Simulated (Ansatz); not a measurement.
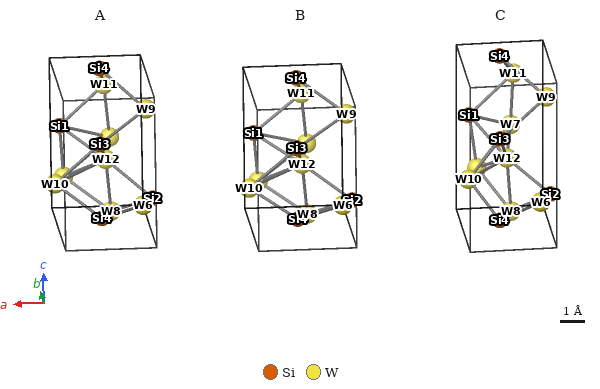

3 geometries from one relaxation of crystalline SiW$_{2}$ (a generated structure, set up in P1) (coarse preliminary run), in shuffled order. Style: ball-and-stick. Shown: the cell of the calculation, from a free direction.

Theory: DFT PBE, scalar-relativistic, plane waves, PAW in Ansatz 0.2.0. Set-up: plane-wave cutoff 420 eV; k-point mesh 6 × 4 × 4; occupations gaussian; smearing width 0.2 eV; no spin polarisation; cell and atoms relaxed; force threshold 0.025 eV/Å; at most 60 steps.

### Order the frames from highest to lowest energy.

C, A, B. They are steps 0, 3, 11, at +526 meV per atom, +82.7 meV per atom relative to the last. Over 8 accepted moves (11 points after the start) the energy falls by 526 meV per atom. The largest force component goes from 5.3 to 0.0039 eV/Å. Pressure: 13.65 GPa at the start and −0.01 GPa at the end. The line search rejected the trial step at point 7 of the run. The SCF was repeated twice at an unchanged geometry on a basis and grid sized afresh for the cell, which shifted the energy by 0.7 meV per atom at most. A W atom moves most relative to the cell: 0.39 Å roughly along [3 −1 0]. By element the largest moves are W 0.39 Å, Si 0.23 Å. The drawn cell changes as follows: a 3.747 → 4.241 Å (+13.2 %), b 6.730 → 6.752 Å (+0.3 %), c 7.365 → 6.332 Å (−14.0 %), α 89.8° → 90.0°, β 91.5° → 90.0°, γ 90.1° → 90.0°; the volume changes by −2.3 %. Near-neighbour distances that change, for instance: W–W 3.955 → 3.166 Å, W–W 3.908 → 3.166 Å, W–W 3.833 → 3.166 Å, W–W 2.569 → 3.196 Å. The space group (tolerance 0.01 Å) goes from P1 (No. 1) to Pmmn (No. 59).
